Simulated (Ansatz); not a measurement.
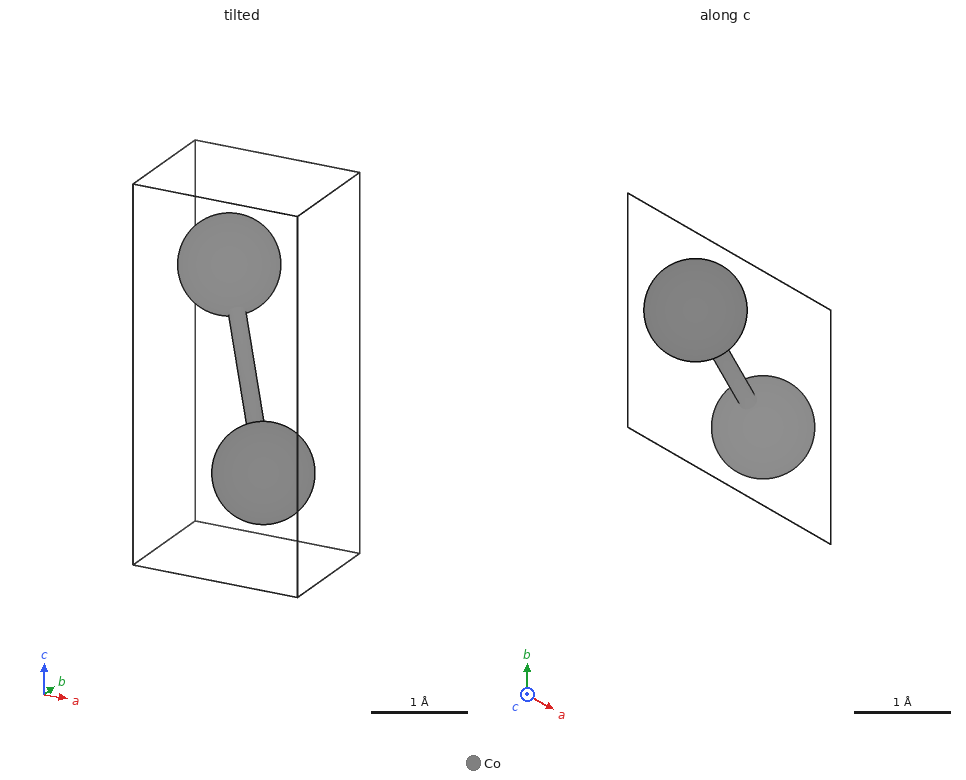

A ball-and-stick rendering, viewed slightly off an axis and along the c axis. One conventional unit cell is framed, with atoms on its boundary repeated. Cell: a = 2.45 Å, b = 2.45 Å, c = 4.06 Å, α = 90.00°, β = 90.00°, γ = 120.00°.

It goes back to a structure listed in the Materials Project. The cell was then strained or its atoms displaced on purpose. A calculation with Ansatz used it as input.

Summary of the structure:

Answer. The element is cobalt. The structure has P-3m1 (No. 164) symmetry and a primitive hexagonal lattice. The cell holds two atoms. Co is surrounded by twelve Co in an anticuboctahedral arrangement at about 2.4 to 2.5 Å. The bonds build a three-dimensional framework.

Theory: Ansatz, DFT PBE, scalar-relativistic, plane waves, PAW. Numerical settings: a kinetic-energy cutoff of 420 eV, the zone sampled with 24×24×12 points, Gaussian smearing of 0.15 eV, collinear spins.

Which atoms carry magnetic moments in this run, and how do they order?

Answer. The state reached is ferromagnetic. Sizes: Co 1.7 μB; net moment 3.2 μB in the run's cell of 2 atoms.

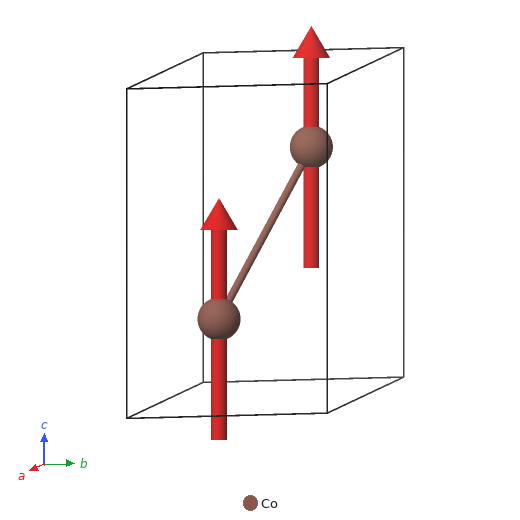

Site moments above 0.25 μB as arrows, small induced ones on non-metal atoms left out (red along the largest or up, blue against, purple across). The run's cell of 2 atoms is drawn.

What is the electronic character?

Answer. A metal: bands cross the Fermi level.

Has the structure come to rest?

Answer. No. The largest force is 0.56 eV/Å, on Co. The pressure is 7.7 GPa, so the cell would expand.

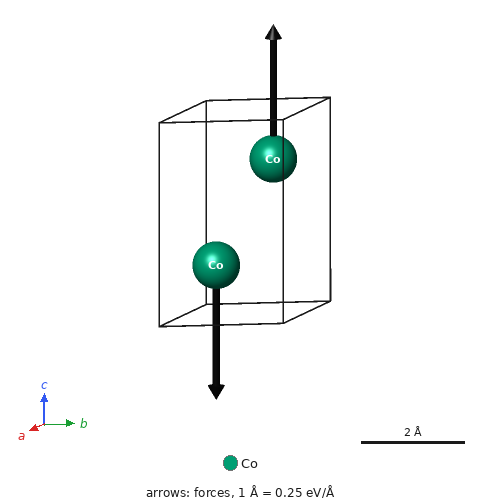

The forces as arrows. The run's cell of 2 atoms is drawn.
